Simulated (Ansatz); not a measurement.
Consider this structure.

```
Zn Se
1.0
     5.73176   -5.73176   -5.73176
    -5.73176   -5.73176    5.73176
    -5.73176    5.73176   -5.73176
Zn Se
17 16
Direct
  0.24901 0.00394 0.00021
  0.24885 0.25263 0.75132
  0.24755 0.50257 0.49989
  0.99758 0.00262 0.24993
  0.24766 0.75259 0.25005
  0.01664 0.25265 0.99992
  0.99758 0.50263 0.74996
  0.74752 0.00255 0.49991
  0.97882 0.73384 0.48113
  0.74627 0.25258 0.24873
  0.74644 0.50128 0.00009
  0.49776 0.00400 0.75146
  0.74762 0.75255 0.75004
  0.49742 0.25257 0.51909
  0.49773 0.50120 0.24885
  0.49752 0.77135 0.99982
  0.49790 0.25265 0.00042
  0.00000 0.00000 0.00000
  0.99992 0.25260 0.74726
  0.99528 0.49768 0.49764
  0.75015 0.00748 0.25253
  0.99535 0.75031 0.24505
  0.77003 0.25266 0.00009
  0.75022 0.50521 0.75502
  0.49760 0.99997 0.50244
  0.74271 0.75028 0.49771
  0.49759 0.25258 0.27252
  0.49759 0.52464 0.99997
  0.22564 0.98061 0.72802
  0.49758 0.75491 0.74728
  0.24480 0.25259 0.50236
  0.25269 0.50523 0.25263
  0.24499 0.75488 0.00000
```

Question: Work out the structure from the coordinates.

Answer: The solid is Zn17Se16. The cell holds 33 atoms (17 Zn, 16 Se), Z = 1. The Zn atoms are each bonded to four Se in a distorted tetrahedral arrangement at 2.45 to 2.70 Å. The bonds build a three-dimensional framework.

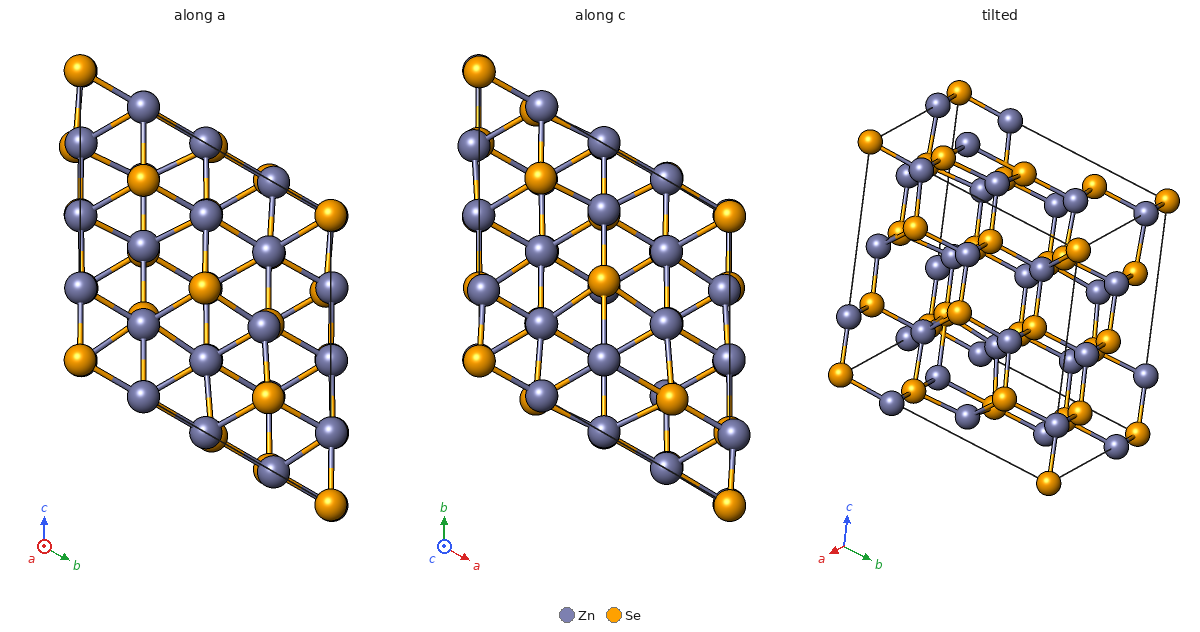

The crystal in a ball-and-stick representation, seen along the a axis, along the c axis and slightly off an axis. The simulation cell is drawn as a box.

The initial geometry was a structure listed in the Materials Project, repeated into a supercell with a point defect put in. The atoms were relaxed in a fixed cell with DFT PBE, scalar-relativistic, plane waves, PAW (Ansatz).
